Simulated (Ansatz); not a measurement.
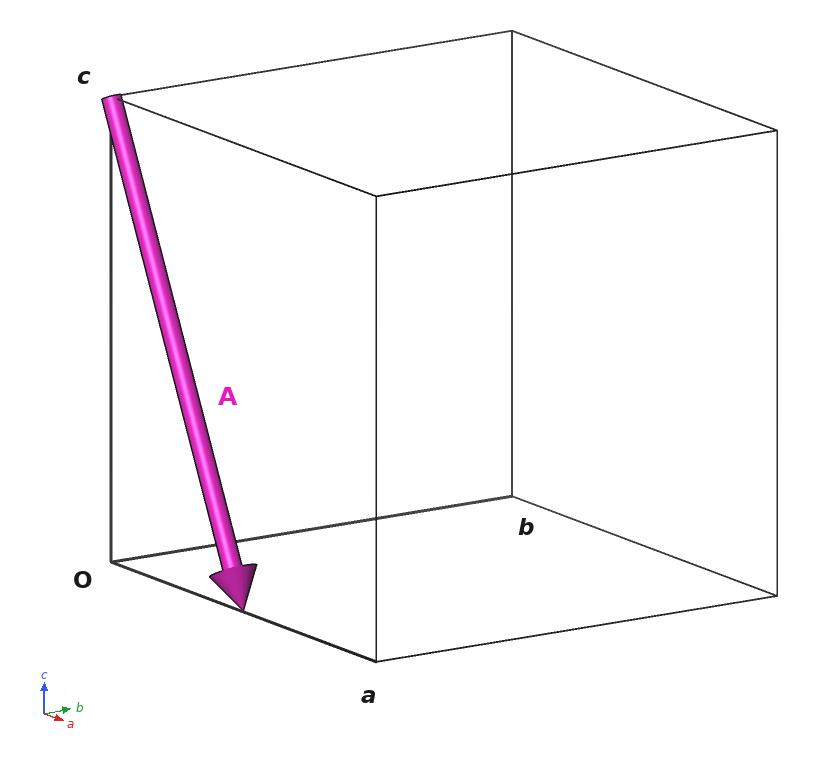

Crystal: W, the geometry relaxed with Ansatz, DFT PBEsol, scalar-relativistic, plane waves, PAW. The arrow starts at a corner of the unit cell and ends on its surface; where a tip isn't a corner, dashed lines run from it parallel to the axes. Geometry calculated from the standardised cell; symmetry tolerance 0.002 Å.

a = 3.998 Å, b = 3.998 Å, c = 3.998 Å, α = 90.00°, β = 90.00°, γ = 90.00°.

> Index the direction.

Arrow A runs from (0, 0, 1) to (1/2, 0, 0), so [1 0 −2].

> How long is the vector ua + vb + wc?

8.940 Å.

> In Fm-3m (No. 225), how many directions are equivalent to A (Laue class m-3m, both senses counted)?

24.
